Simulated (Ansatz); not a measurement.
Run report: SnO2, geometry relaxation (part 1 of 2)

SnO2 (Pbcn, 12 atoms in the cell), computed with DFT LDA, scalar-relativistic, plane waves, PAW, no spin polarisation (Ansatz 0.2.0).

The structure derives from a Materials Project entry. Figures and captions count atoms from 1; the log counts them from 0 in places.

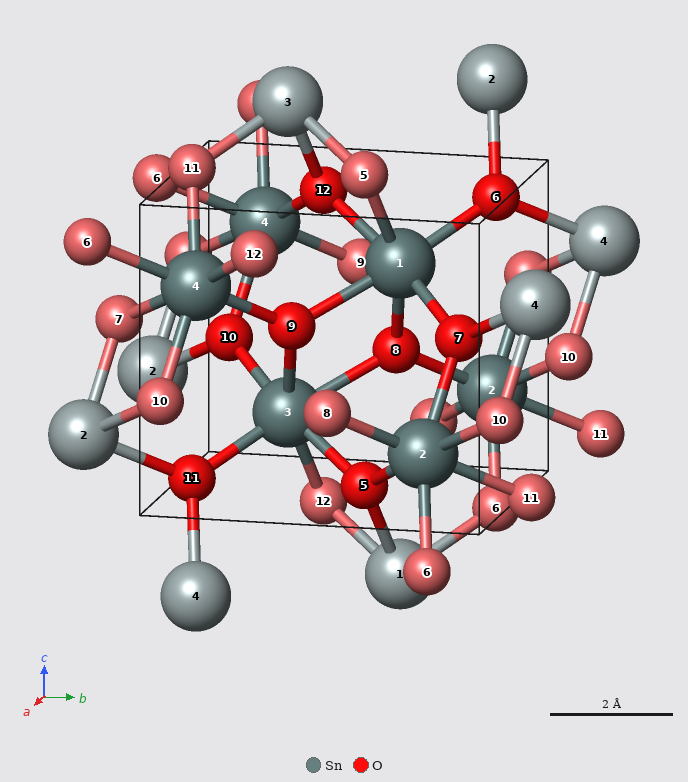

*The structure as given in the input (ball-and-stick view of the cell of the calculation, seen slightly off an axis; neighbours outside the cell are drawn fainter; atoms are numbered from 1 in the order of the input). An atom can appear more than once, as a periodic image.*

The input:
```yaml
crystal:
  lattice:
    - [4.73514617, 0.0, 0.0]
    - [0.0, 5.75091223, 0.0]
    - [0.0, 0.0, 5.24711425]
  atoms:
    - { symbol: Sn, position: [0.5, 0.66544775, 0.75] }
    - { symbol: Sn, position: [0.0, 0.83455225, 0.25] }
    - { symbol: Sn, position: [0.5, 0.33455225, 0.25] }
    - { symbol: Sn, position: [0.0, 0.16544775, 0.75] }
    - { symbol: O, position: [0.73030504, 0.60712347, 0.07860358] }
    - { symbol: O, position: [0.23030504, 0.89287653, 0.92139642] }
    - { symbol: O, position: [0.76969496, 0.89287653, 0.57860358] }
    - { symbol: O, position: [0.26969496, 0.60712347, 0.42139642] }
    - { symbol: O, position: [0.73030504, 0.39287653, 0.57860358] }
    - { symbol: O, position: [0.23030504, 0.10712347, 0.42139642] }
    - { symbol: O, position: [0.76969496, 0.10712347, 0.07860358] }
    - { symbol: O, position: [0.26969496, 0.39287653, 0.92139642] }
basis:
  ecutwfc: 420
kpoints:
  mp_grid: { grid: [6, 6, 6] }
hamiltonian:
  xc: lda
scf:
  occupations: { method: gaussian, width: 0.02 }
output:
  forces: true
  stress: true
  eigenvalues: true
  write_density: true
  write_potential: true
  elf: true
  volumetric_format: npy
relax:
  adjacent_minimum: "off"
  f_tol: 0.005
  max_steps: 80
  cell: { stress_tol: 0.05 }
```

Run as:
```bash
ansatz run input.yaml --threads 2 --pin off --max-ram 5120MiB --backend cpu --events-out ev --progress --plain --runs-dir out
```

Log:
```
Engine: ansatz 0.2.0, aarch64-unknown-linux-gnu
Pseudopotentials: kind: paw
Pseudopotential: Sn, paw, valence charge 14, recommended cutoff 420 eV (normal), Sn.paw.azcp
Pseudopotential: O, paw, valence charge 6, recommended cutoff 420 eV (normal), O.paw.azcp
Functional definition: SPW92
  exchange = slater_x
  correlation = pw_c
Crystal: 12 atoms, lattice volume = 142.886 Å³
Basis set: ecut = 420 eV, 2809 PW (Γ)
Bands: 64, of which v1, the nominal top of the filled ones, is band 52 counted from 1 (51 counted from 0)
Symmetry: 8 space group operations
Space group: Pbcn (ITA 60), of the structure as read, at distance tolerance 5.2e-5 Å
k-points: 64 of 216
Non-local potential: Sn, projectors of the file, l = 0: 2, l = 1: 2, l = 2: 2, l = 3: 2
Non-local potential: O, projectors of the file, l = 0: 2, l = 1: 2, l = 2: 1
PAW form: soft (Blöchl's): semilocal exchange-correlation on the pseudo side does not see the compensation charge
PAW frozen core: Sn, regenerated for the run's functional, and the local potential with it (the file was generated under x = pbe(κ = 0.804, μ = 0.2195149727645171), c = pbe(β = 0.06672455060314922))
PAW frozen core: O, regenerated for the run's functional, and the local potential with it (the file was generated under x = pbe(κ = 0.804, μ = 0.2195149727645171), c = pbe(β = 0.06672455060314922))
PAW one-centre angular grid: Sn, 590 points (default); XC on 64 Gauss nodes
PAW one-centre angular grid: O, 110 points (default); XC on 64 Gauss nodes
Initial density: superposition of atomic densities (neutral atoms: chi_scale 0, normalization atom), corrected by the library's trained network
Initial wavefunctions: pseudopotential atomic-orbital guess
Functional: x = slater, c = lda
SCF iter   1: F=—  HF=-27960.660829 eV  |F-HF|=—  |Δ(HF+E_count)|=         —  Δρ=1.93e-2  dr2=4.45e-1  ethr=1.77e-3  ⟨swp⟩=6.5  Hψ=16687  notcnv=0  defer=24
preconditioner: auto → Resta (q_TF=auto, 2.588 Å⁻¹)  ε∞=3.7  [insulator: Δε(μ)=1.068 eV  Ē_g=19.235 eV  σ=0.020 eV  W_gap=1.00  n_scr=38 (ndim 8)  ℏωp=31.7 eV  f_vac=0.028  D(μ)=0.00/eV (n_scr^D=0)  ε∞_Penn≈3.7]
SCF iter   2: F=—  HF=-27960.534387 eV  |F-HF|=—  |Δ(HF+E_count)|=   1.26e-1  Δρ=4.98e-3  dr2=1.38e-2  ethr=4.28e-4  ⟨swp⟩=2.0  Hψ=6192  notcnv=0  defer=499
SCF iter   3: F=—  HF=-27960.529627 eV  |F-HF|=—  |Δ(HF+E_count)|=   4.76e-3  Δρ=2.18e-3  dr2=3.60e-3  ethr=1.33e-5  ⟨swp⟩=2.2  Hψ=7125  notcnv=0  defer=499
SCF iter   4: F=—  HF=-27960.528492 eV  |F-HF|=—  |Δ(HF+E_count)|=   1.13e-3  Δρ=3.73e-4  dr2=1.56e-4  ethr=3.46e-6  ⟨swp⟩=2.0  Hψ=6658  notcnv=0  defer=499
SCF iter   5: F=—  HF=-27960.528489 eV  |F-HF|=—  |Δ(HF+E_count)|=   2.90e-6  Δρ=7.89e-5  dr2=7.84e-6  ethr=1.50e-7  ⟨swp⟩=2.0  Hψ=5398  notcnv=0  defer=499
SCF iter   6: F=—  HF=-27960.528490 eV  |F-HF|=—  |Δ(HF+E_count)|=   6.79e-7  Δρ=1.64e-5  dr2=3.05e-7  ethr=7.54e-9  ⟨swp⟩=2.2  Hψ=5018  notcnv=0  defer=499
SCF iter   7: F=-27960.528490 eV  HF=-27960.528490 eV  |F-HF|=7.07e-9  |Δ(HF+E_count)|=   3.96e-8  Δρ=2.81e-6  dr2=1.17e-8  ethr=9.62e-11  ⟨swp⟩=16.3  Hψ=31830  notcnv=0
SCF 1 converged in 7 iterations: F = -27960.528490 eV  dr2 = 1.17e-8
  greatest PAW one-centre occupation: 0.997 electrons in one spin orbital (limit 2), on the Sn atom at site 3 (counted from 0), in its partial waves of l = 2
relax step   1: F+E_penalty+E_count = -27960.52849011 eV  Δ(F+E_penalty+E_count) = +0.000e0 eV  max|allowed force component| = 7.241e-2 eV/Å  Δτ_max = 0.0000 Å  P = -4.758 GPa  Ω = 142.886 Å³  (7 SCF iters, dr2 threshold 1.00e-7 eV, accepted)
Crystal: 12 atoms, lattice volume = 139.325 Å³
Basis set: ecut = 420 eV, 2709 PW (Γ)
Initial density: handed on by an earlier stage of this run
Initial wavefunctions: those handed on with the density
iter 1 solved again at ethr=2.51e-5 eV; its pass at ethr=3.10e-3 eV (dr2=2.61e-2 eV) is discarded
SCF iter   1: F=—  HF=-27960.611205 eV  |F-HF|=—  |Δ(HF+E_count)|=         —  Δρ=5.34e-3  dr2=2.56e-2  ethr=2.51e-5  ⟨swp⟩=4.1  Hψ=18669  notcnv=0  defer=8
preconditioner: auto → Resta (q_TF=auto, 2.599 Å⁻¹)  ε∞=3.7  [insulator: Δε(μ)=1.529 eV  Ē_g=19.530 eV  σ=0.020 eV  W_gap=1.00  n_scr=38 (ndim 8)  ℏωp=32.1 eV  f_vac=0.019  D(μ)=0.00/eV (n_scr^D=0)  ε∞_Penn≈3.7]
SCF iter   2: F=—  HF=-27960.603748 eV  |F-HF|=—  |Δ(HF+E_count)|=   7.46e-3  Δρ=2.02e-3  dr2=2.91e-3  ethr=2.46e-5  ⟨swp⟩=2.5  Hψ=6338  notcnv=0
SCF iter   3: F=—  HF=-27960.603000 eV  |F-HF|=—  |Δ(HF+E_count)|=   7.48e-4  Δρ=8.16e-4  dr2=6.94e-4  ethr=2.80e-6  ⟨swp⟩=2.0  Hψ=7095  notcnv=0
SCF iter   4: F=—  HF=-27960.602798 eV  |F-HF|=—  |Δ(HF+E_count)|=   2.01e-4  Δρ=1.37e-4  dr2=3.38e-5  ethr=6.68e-7  ⟨swp⟩=2.6  Hψ=6773  notcnv=0
SCF iter   5: F=—  HF=-27960.602793 eV  |F-HF|=—  |Δ(HF+E_count)|=   4.93e-6  Δρ=4.68e-5  dr2=2.06e-6  ethr=3.25e-8  ⟨swp⟩=2.0  Hψ=7237  notcnv=0
SCF iter   6: F=-27960.602794 eV  HF=-27960.602794 eV  |F-HF|=1.62e-8  |Δ(HF+E_count)|=   4.25e-7  Δρ=6.69e-6  dr2=6.54e-8  ethr=1.15e-9  ⟨swp⟩=13.2  Hψ=33985  notcnv=0
SCF 2 converged in 6 iterations: F = -27960.602794 eV  dr2 = 6.54e-8
relax step   2: F+E_penalty+E_count = -27960.60279391 eV  Δ(F+E_penalty+E_count) = -7.430e-2 eV  max|allowed force component| = 1.973e-2 eV/Å  Δτ_max = 0.0158 Å  P = +0.302 GPa  Ω = 139.325 Å³  energy of the carried Pulay correction = +2.525e-2 eV  (6 SCF iters, dr2 threshold 1.20e-6 eV, accepted)
Crystal: 12 atoms, lattice volume = 139.557 Å³
iter 1 solved again at ethr=2.25e-7 eV; its pass at ethr=3.10e-3 eV (dr2=2.34e-4 eV) is discarded
SCF iter   1: F=—  HF=-27960.602198 eV  |F-HF|=—  |Δ(HF+E_count)|=         —  Δρ=7.33e-4  dr2=2.81e-4  ethr=2.25e-7  ⟨swp⟩=3.6  Hψ=19228  notcnv=0  defer=3
preconditioner: auto → Resta (q_TF=auto, 2.598 Å⁻¹)  ε∞=3.7  [insulator: Δε(μ)=1.496 eV  Ē_g=19.499 eV  σ=0.020 eV  W_gap=1.00  n_scr=38 (ndim 8)  ℏωp=32.1 eV  f_vac=0.022  D(μ)=0.00/eV (n_scr^D=0)  ε∞_Penn≈3.7]
SCF iter   2: F=—  HF=-27960.602140 eV  |F-HF|=—  |Δ(HF+E_count)|=   5.81e-5  Δρ=3.78e-4  dr2=8.79e-5  ethr=2.25e-7  ⟨swp⟩=1.0  Hψ=4096  notcnv=0
SCF iter   3: F=—  HF=-27960.602118 eV  |F-HF|=—  |Δ(HF+E_count)|=   2.24e-5  Δρ=8.08e-5  dr2=7.83e-6  ethr=8.45e-8  ⟨swp⟩=2.0  Hψ=6244  notcnv=0
SCF iter   4: F=-27960.602116 eV  HF=-27960.602116 eV  |F-HF|=1.28e-7  |Δ(HF+E_count)|=   1.95e-6  Δρ=2.60e-5  dr2=5.71e-7  ethr=1.09e-9  ⟨swp⟩=11.7  Hψ=33523  notcnv=0
SCF 3 converged in 4 iterations: F = -27960.602116 eV  dr2 = 5.71e-7
relax step   3: F+E_penalty+E_count = -27960.60211581 eV  Δ(F+E_penalty+E_count) = +6.781e-4 eV  max|allowed force component| = 2.505e-2 eV/Å  Δτ_max = 0.0032 Å  P = +0.025 GPa  Ω = 139.557 Å³  energy of the carried Pulay correction = +2.358e-2 eV  (4 SCF iters, dr2 threshold 1.14e-6 eV, accepted)
Crystal: 12 atoms, lattice volume = 139.544 Å³
iter 1 solved again at ethr=1.79e-7 eV; its pass at ethr=3.10e-3 eV (dr2=1.86e-4 eV) is discarded
SCF iter   1: F=—  HF=-27960.602372 eV  |F-HF|=—  |Δ(HF+E_count)|=         —  Δρ=5.03e-4  dr2=1.89e-4  ethr=1.79e-7  ⟨swp⟩=4.5  Hψ=17066  notcnv=0  defer=9
preconditioner: auto → Resta (q_TF=auto, 2.598 Å⁻¹)  ε∞=3.7  [insulator: Δε(μ)=1.492 eV  Ē_g=19.498 eV  σ=0.020 eV  W_gap=1.00  n_scr=38 (ndim 8)  ℏωp=32.1 eV  f_vac=0.021  D(μ)=0.00/eV (n_scr^D=0)  ε∞_Penn≈3.7]
SCF iter   2: F=—  HF=-27960.602298 eV  |F-HF|=—  |Δ(HF+E_count)|=   7.32e-5  Δρ=2.04e-4  dr2=2.61e-5  ethr=1.79e-7  ⟨swp⟩=2.0  Hψ=5376  notcnv=0
SCF iter   3: F=—  HF=-27960.602286 eV  |F-HF|=—  |Δ(HF+E_count)|=   1.23e-5  Δρ=3.70e-5  dr2=1.13e-6  ethr=2.51e-8  ⟨swp⟩=2.0  Hψ=5685  notcnv=0
SCF iter   4: F=—  HF=-27960.602286 eV  |F-HF|=—  |Δ(HF+E_count)|=   1.73e-7  Δρ=6.49e-6  dr2=7.77e-8  ethr=1.08e-9  ⟨swp⟩=2.2  Hψ=6838  notcnv=0
SCF iter   5: F=-27960.602286 eV  HF=-27960.602286 eV  |F-HF|=1.06e-8  |Δ(HF+E_count)|=   1.12e-8  Δρ=3.53e-6  dr2=1.26e-8  ethr=4.49e-11  ⟨swp⟩=12.4  Hψ=29270  notcnv=0
SCF 4 converged in 5 iterations: F = -27960.602286 eV  dr2 = 1.26e-8
relax step   4: F+E_penalty+E_count = -27960.60228630 eV  Δ(F+E_penalty+E_count) = -1.705e-4 eV  max|allowed force component| = 1.436e-2 eV/Å  Δτ_max = 0.0028 Å  P = +0.011 GPa  Ω = 139.544 Å³  energy of the carried Pulay correction = +2.368e-2 eV  (5 SCF iters, dr2 threshold 4.67e-8 eV, accepted)
Crystal: 12 atoms, lattice volume = 139.568 Å³
iter 1 solved again at ethr=2.28e-8 eV; its pass at ethr=3.10e-3 eV (dr2=2.37e-5 eV) is discarded
SCF iter   1: F=—  HF=-27960.602205 eV  |F-HF|=—  |Δ(HF+E_count)|=         —  Δρ=1.79e-4  dr2=2.50e-5  ethr=2.28e-8  ⟨swp⟩=2.6  Hψ=15693  notcnv=0
preconditioner: auto → Resta (q_TF=auto, 2.598 Å⁻¹)  ε∞=3.7  [insulator: Δε(μ)=1.492 eV  Ē_g=19.497 eV  σ=0.020 eV  W_gap=1.00  n_scr=38 (ndim 8)  ℏωp=32.1 eV  f_vac=0.021  D(μ)=0.00/eV (n_scr^D=0)  ε∞_Penn≈3.7]
SCF iter   2: F=—  HF=-27960.602203 eV  |F-HF|=—  |Δ(HF+E_count)|=   2.48e-6  Δρ=8.09e-5  dr2=4.71e-6  ethr=2.28e-8  ⟨swp⟩=2.0  Hψ=5366  notcnv=0
SCF iter   3: F=—  HF=-27960.602195 eV  |F-HF|=—  |Δ(HF+E_count)|=   7.44e-6  Δρ=1.50e-5  dr2=2.12e-7  ethr=4.53e-9  ⟨swp⟩=2.2  Hψ=6769  notcnv=0
SCF iter   4: F=—  HF=-27960.602195 eV  |F-HF|=—  |Δ(HF+E_count)|=   1.20e-8  Δρ=5.10e-6  dr2=2.74e-8  ethr=2.04e-10  ⟨swp⟩=2.0  Hψ=5632  notcnv=0
SCF iter   5: F=-27960.602195 eV  HF=-27960.602195 eV  |F-HF|=2.36e-9  |Δ(HF+E_count)|=   6.21e-9  Δρ=1.82e-6  dr2=3.48e-9  ethr=1.84e-11  ⟨swp⟩=12.4  Hψ=28111  notcnv=0
SCF 5 converged in 5 iterations: F = -27960.602195 eV  dr2 = 3.48e-9
  greatest PAW one-centre occupation: 0.997 electrons in one spin orbital (limit 2), on the Sn atom at site 2 (counted from 0), in its partial waves of l = 2
relax step   5: F+E_penalty+E_count = -27960.60219540 eV  Δ(F+E_penalty+E_count) = +9.091e-5 eV  max|allowed force component| = 2.945e-3 eV/Å  Δτ_max = 0.0008 Å  P = -0.010 GPa  Ω = 139.568 Å³  energy of the carried Pulay correction = +2.350e-2 eV  (5 SCF iters, dr2 threshold 1.91e-8 eV, accepted)
Initial wavefunctions: pseudopotential atomic-orbital guess (no wavefunctions were taken with the density)
iter 1 solved again at ethr=1.26e-7 eV; its pass at ethr=3.10e-3 eV (dr2=1.31e-4 eV) is discarded
SCF iter   1: F=—  HF=-27960.580869 eV  |F-HF|=—  |Δ(HF+E_count)|=         —  Δρ=2.49e-4  dr2=1.25e-5  ethr=1.26e-7  ⟨swp⟩=3.6  Hψ=28158  notcnv=0
preconditioner: auto → Resta (q_TF=auto, 2.598 Å⁻¹)  ε∞=3.7  [insulator: Δε(μ)=1.492 eV  Ē_g=19.497 eV  σ=0.020 eV  W_gap=1.00  n_scr=38 (ndim 8)  ℏωp=32.1 eV  f_vac=0.022  D(μ)=0.00/eV (n_scr^D=0)  ε∞_Penn≈3.7]
SCF iter   2: F=—  HF=-27960.580868 eV  |F-HF|=—  |Δ(HF+E_count)|=   5.83e-7  Δρ=1.18e-4  dr2=3.29e-6  ethr=1.20e-8  ⟨swp⟩=2.0  Hψ=5886  notcnv=0
SCF iter   3: F=—  HF=-27960.580868 eV  |F-HF|=—  |Δ(HF+E_count)|=   1.80e-7  Δρ=4.16e-5  dr2=2.99e-7  ethr=3.16e-9  ⟨swp⟩=1.3  Hψ=4361  notcnv=0
SCF iter   4: F=—  HF=-27960.580868 eV  |F-HF|=—  |Δ(HF+E_count)|=   4.78e-8  Δρ=1.41e-6  dr2=1.50e-9  ethr=2.88e-10  ⟨swp⟩=2.0  Hψ=5455  notcnv=0
SCF iter   5: F=-27960.580868 eV  HF=-27960.580868 eV  |F-HF|=1.82e-11  |Δ(HF+E_count)|=  7.57e-10  Δρ=1.95e-7  dr2=1.37e-11  ethr=1.00e-12  ⟨swp⟩=7.8  Hψ=22162  notcnv=0
SCF 6 converged in 5 iterations: F = -27960.580868 eV  dr2 = 1.37e-11
relax step   6: F+E_penalty+E_count = -27960.58086832 eV  Δ(F+E_penalty+E_count) = +2.133e-2 eV  max|allowed force component| = 3.011e-3 eV/Å  Δτ_max = 0.0000 Å  P = -0.235 GPa  Ω = 139.568 Å³  stress off target by 2.61e-1 GPa  SCF on the basis re-selected at this cell (its energy is not comparable with the rows above)  (5 SCF iters)
basis re-selected at this cell: Δ(F+E_penalty+E_count) = +2.133e-2 eV, ΔP = -0.225 GPa vs the last step (what re-selecting the basis moved, of the pressure what is left beyond the Pulay correction that the steps carried, after the strain that the cell walked since its last selection, with what the two solves' SCF thresholds leave and, on support functions, any second-order correction that the steps lacked; it is no measure of the basis error at this ecutwfc). This SCF's stress stands 2.61e-1 GPa from its target on what of the cell is left free (relax.cell.stress_tol is 5.00e-2 GPa) and its largest allowed force component is 3.01e-3 eV/Å (relax.f_tol is 5.00e-3 eV/Å): not within both, so this SCF does not close the relaxation
Crystal: 12 atoms, lattice volume = 139.408 Å³
iter 1 solved again at ethr=7.95e-8 eV; its pass at ethr=3.10e-3 eV (dr2=8.27e-5 eV) is discarded
SCF iter   1: F=—  HF=-27960.582156 eV  |F-HF|=—  |Δ(HF+E_count)|=         —  Δρ=3.48e-4  dr2=8.45e-5  ethr=7.95e-8  ⟨swp⟩=2.1  Hψ=15628  notcnv=0
preconditioner: auto → Resta (q_TF=auto, 2.598 Å⁻¹)  ε∞=3.7  [insulator: Δε(μ)=1.505 eV  Ē_g=19.507 eV  σ=0.020 eV  W_gap=1.00  n_scr=38 (ndim 8)  ℏωp=32.1 eV  f_vac=0.022  D(μ)=0.00/eV (n_scr^D=0)  ε∞_Penn≈3.7]
SCF iter   2: F=—  HF=-27960.582129 eV  |F-HF|=—  |Δ(HF+E_count)|=   2.64e-5  Δρ=1.48e-4  dr2=1.25e-5  ethr=7.95e-8  ⟨swp⟩=3.0  Hψ=7517  notcnv=0
SCF iter   3: F=—  HF=-27960.582126 eV  |F-HF|=—  |Δ(HF+E_count)|=   3.49e-6  Δρ=4.63e-5  dr2=2.02e-6  ethr=1.20e-8  ⟨swp⟩=2.3  Hψ=6055  notcnv=0
SCF iter   4: F=-27960.582125 eV  HF=-27960.582126 eV  |F-HF|=5.22e-8  |Δ(HF+E_count)|=   4.48e-7  Δρ=1.01e-5  dr2=1.62e-7  ethr=1.64e-10  ⟨swp⟩=11.2  Hψ=32262  notcnv=0
SCF 7 converged in 4 iterations: F = -27960.582125 eV  dr2 = 1.62e-7
relax step   7: F+E_penalty+E_count = -27960.58212549 eV  Δ(F+E_penalty+E_count) = -1.257e-3 eV  max|allowed force component| = 1.253e-3 eV/Å  Δτ_max = 0.0012 Å  P = -0.010 GPa  Ω = 139.408 Å³  energy of the carried Pulay correction = +1.124e-3 eV  (4 SCF iters, dr2 threshold 1.70e-7 eV, accepted)
iter 1 solved again at ethr=1.04e-7 eV; its pass at ethr=3.10e-3 eV (dr2=1.08e-4 eV) is discarded
SCF iter   1: F=—  HF=-27960.580963 eV  |F-HF|=—  |Δ(HF+E_count)|=         —  Δρ=1.93e-5  dr2=2.45e-7  ethr=1.04e-7  ⟨swp⟩=3.6  Hψ=28832  notcnv=0
preconditioner: auto → Resta (q_TF=auto, 2.598 Å⁻¹)  ε∞=3.7  [insulator: Δε(μ)=1.504 eV  Ē_g=19.506 eV  σ=0.020 eV  W_gap=1.00  n_scr=38 (ndim 8)  ℏωp=32.1 eV  f_vac=0.022  D(μ)=0.00/eV (n_scr^D=0)  ε∞_Penn≈3.7]
SCF iter   2: F=—  HF=-27960.580964 eV  |F-HF|=—  |Δ(HF+E_count)|=   3.52e-7  Δρ=8.98e-6  dr2=8.75e-8  ethr=2.35e-10  ⟨swp⟩=3.0  Hψ=8099  notcnv=0
SCF iter   3: F=—  HF=-27960.580964 eV  |F-HF|=—  |Δ(HF+E_count)|=   7.76e-9  Δρ=4.60e-6  dr2=2.38e-8  ethr=8.41e-11  ⟨swp⟩=2.1  Hψ=5357  notcnv=0
SCF iter   4: F=—  HF=-27960.580964 eV  |F-HF|=—  |Δ(HF+E_count)|=   2.09e-9  Δρ=8.11e-7  dr2=7.37e-10  ethr=2.29e-11  ⟨swp⟩=2.0  Hψ=6193  notcnv=0
SCF iter   5: F=-27960.580964 eV  HF=-27960.580964 eV  |F-HF|=7.28e-12  |Δ(HF+E_count)|=  1.46e-11  Δρ=1.73e-7  dr2=3.21e-11  ethr=1.00e-12  ⟨swp⟩=7.8  Hψ=21530  notcnv=0
SCF 8 converged in 5 iterations: F = -27960.580964 eV  dr2 = 3.21e-11
relax step   8: F+E_penalty+E_count = -27960.58096383 eV  Δ(F+E_penalty+E_count) = +1.162e-3 eV  max|allowed force component| = 1.125e-3 eV/Å  Δτ_max = 0.0000 Å  P = -0.015 GPa  Ω = 139.408 Å³  stress off target by 1.88e-2 GPa  SCF on the basis re-selected at this cell (its energy is not comparable with the rows above)  (5 SCF iters)
```

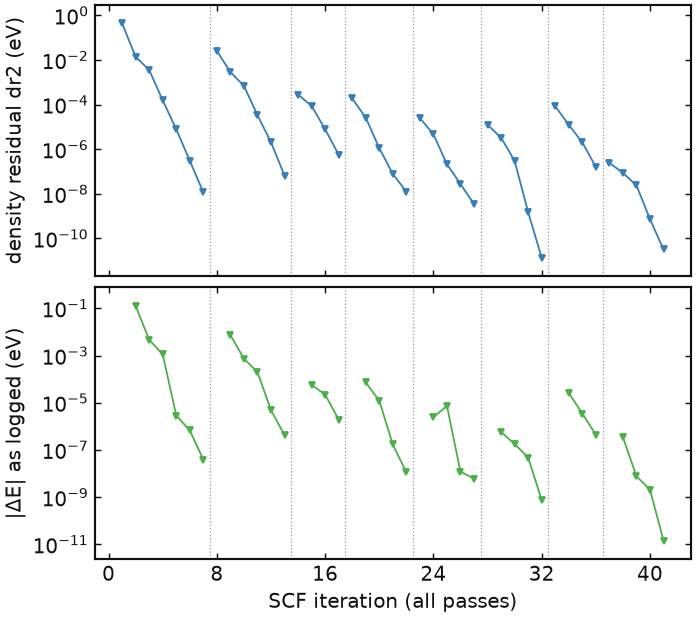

*Convergence of the self-consistent field: density residual dr2 and size of the energy change against the SCF iteration. The dotted lines part the SCF passes of the relaxation: geometry steps, rejected trials and re-solves on a re-selected basis.*

The 8 passes take 4 to 7 iterations each, 41 in all.

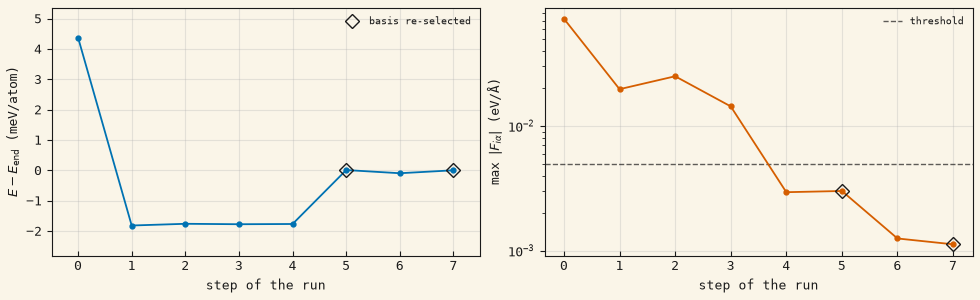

*Progress of the relaxation, step by step (the first geometry is step 0 here and step 1 in the log).*

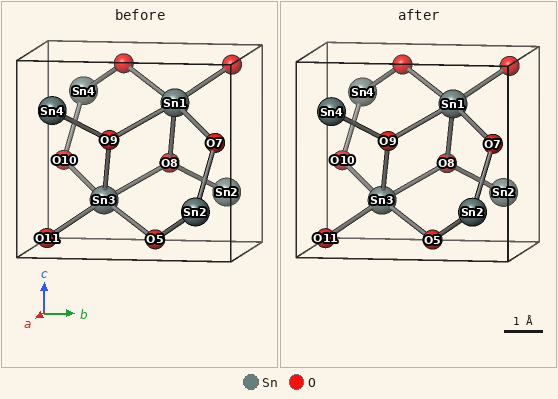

*Before (left) and after (right) the relaxation, at one scale (ball-and-stick view of the cell of the calculation, seen slightly off an axis).*

Over 5 geometry steps the energy falls by 4.5 meV per atom. Largest force component: 0.072 eV/Å at the start, 0.0011 eV/Å at the end. Pressure: −4.76 GPa at the start and −0.02 GPa at the end. 1 further SCF at an unchanged geometry re-selected the plane-wave basis for the new cell. The largest moves relative to the cell, 0.014 Å, are those of 8 atoms (O5, O6, O7, O8 and others). By element the largest moves are O 0.014 Å, Sn 0.011 Å. Cell: a 4.735 → 4.703 Å (−0.7 %), b 5.751 → 5.695 Å (−1.0 %), c 5.247 → 5.204 Å (−0.8 %). Volume −2.4 %. Among the contacts that change: Sn1–O12 2.111 → 2.095 Å, Sn1–O6 2.037 → 2.022 Å, Sn1–O5 2.068 → 2.053 Å. The space group stays Pbcn (No. 60). The energy change given includes the shifts at the re-selections in mid-walk, which come without any move. A last SCF at the same geometry on a re-selected plane-wave basis shifts the energy by +0.1 meV per atom. (Atoms are counted from 1 in the order of the input.)
